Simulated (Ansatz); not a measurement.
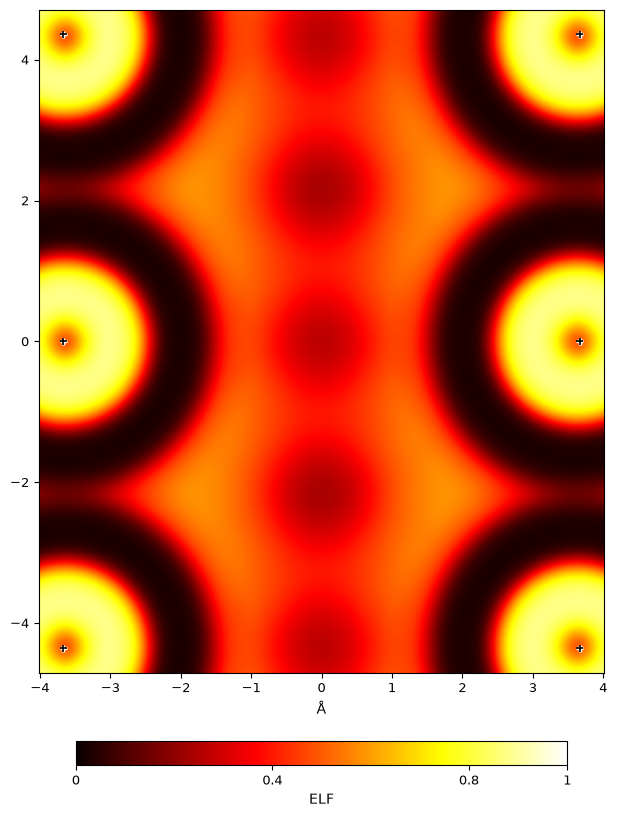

The electron localisation function on a plane through atoms (crosses mark nuclei in the plane).

Method: DFT, r2SCAN, plane waves (500 eV) with PAW, scalar-relativistic in Ansatz 0.2.0.

Candidates:
A. Cs, a = 8.11 Å, b = 8.11 Å, c = 8.11 Å, α = 90.00°, β = 90.00°, γ = 90.00°. Space group Fm-3m; set up as Cs, fcc; a generated structure, not necessarily the stable one; changed on purpose from its base cell (volume × 1.08); computed without spin polarisation.
B. K, a = 7.33 Å, b = 7.33 Å, c = 4.36 Å, α = 90.00°, β = 90.00°, γ = 120.00°. Space group P6/mmm; set up as K, omega (AlB2-type); a generated structure, not necessarily the stable one; changed on purpose from its base cell (volume × 0.88); computed without spin polarisation.
C. V, a = 2.72 Å, b = 2.72 Å, c = 9.54 Å, α = 90.00°, β = 90.00°, γ = 120.00°. Space group P6₃/mmc; set up as V, dhcp; a generated structure, not necessarily the stable one; changed on purpose from its base cell (volume × 1.12); computed pressure about −17 GPa in this cell; computed without spin polarisation.

Which candidate gave the map?

Candidate B: K on the (100) plane of the conventional cell, which holds K. K–K (4.36 Å): the ELF is about 0.15 at the midpoint: no shared electron pair shows on this line.
